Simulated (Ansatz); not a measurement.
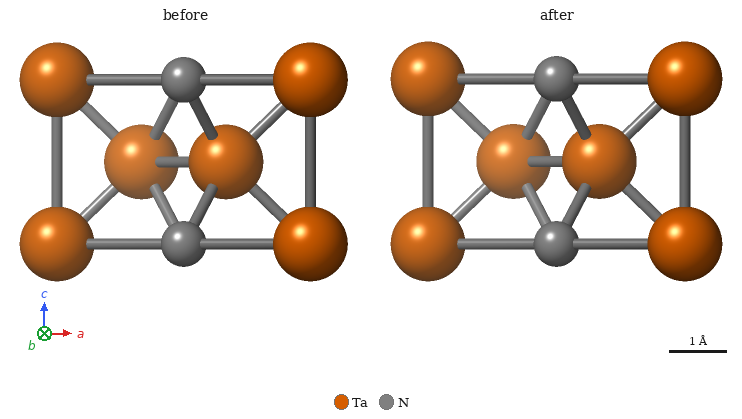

The structure of crystalline TaN (set up in P6/mmm) (coarse preliminary run) before (left) and after (right) a relaxation, at one scale.

A ball-and-stick model of the cell of the calculation, seen along the b axis.

Computed with Ansatz 0.2.0, DFT PBE, scalar-relativistic, plane waves, PAW.

Input file:
```yaml
crystal:
  lattice:
    - [5.1849992558, 0.0, 0.0]
    - [-2.5924996279, 4.4903410741, 0.0]
    - [0.0, 0.0, 2.908]
  atoms:
    - { symbol: Ta, position: [0.0, 0.0, 0.0] }
    - { symbol: Ta, position: [0.3333333333, 0.6666666667, 0.5] }
    - { symbol: Ta, position: [0.6666666667, 0.3333333333, 0.5] }
    - { symbol: "N", position: [0.5, 0.0, 0.0] }
    - { symbol: "N", position: [0.5, 0.5, 0.0] }
    - { symbol: "N", position: [0.0, 0.5, 0.0] }
basis:
  ecutwfc: 420
kpoints:
  mp_grid: { grid: [6, 6, 8] }
hamiltonian:
  xc: pbe
scf:
  occupations: { method: gaussian, width: 0.1 }
output:
  forces: true
  stress: true
  eigenvalues: true
relax:
  adjacent_minimum: "off"
  f_tol: 0.05
  max_steps: 80
  cell: { stress_tol: 0.5 }
```

Launched with:
```bash
ansatz run input.yaml --threads 1 --pin off --max-ram 2560MiB --backend cpu --events-out ev --progress --plain --runs-dir out
```

Summarise the run.

The atoms keep their places relative to the cell (all moves are under 0.005 Å). The drawn cell changes as follows: a = b 5.185 → 5.257 Å (+1.4 %), c 2.908 → 2.925 Å (+0.6 %); the volume changes by +3.4 %. Among the contacts that change: Ta2–Ta3 2.994 → 3.035 Å, Ta1–Ta2 3.328 → 3.369 Å, Ta1–N4 2.592 → 2.629 Å, Ta2–N4 2.087 → 2.108 Å. The space group stays P6/mmm (No. 191). After 3 accepted moves (4 points after the start) the energy has fallen by 73.4 meV per cell of the calculation. All forces vanish by symmetry, so only the cell relaxes. The pressure goes from 10.35 to 0.17 GPa. At 1 point the geometry stayed and the basis and grid were re-selected for the new cell (energy shift of 8.1 meV per cell of the calculation at most each time). Cost: 12 s on 1 thread of Intel(R) Xeon(R) 6975P-C (Granite Rapids) (shared host), peak memory 0.4 GiB.
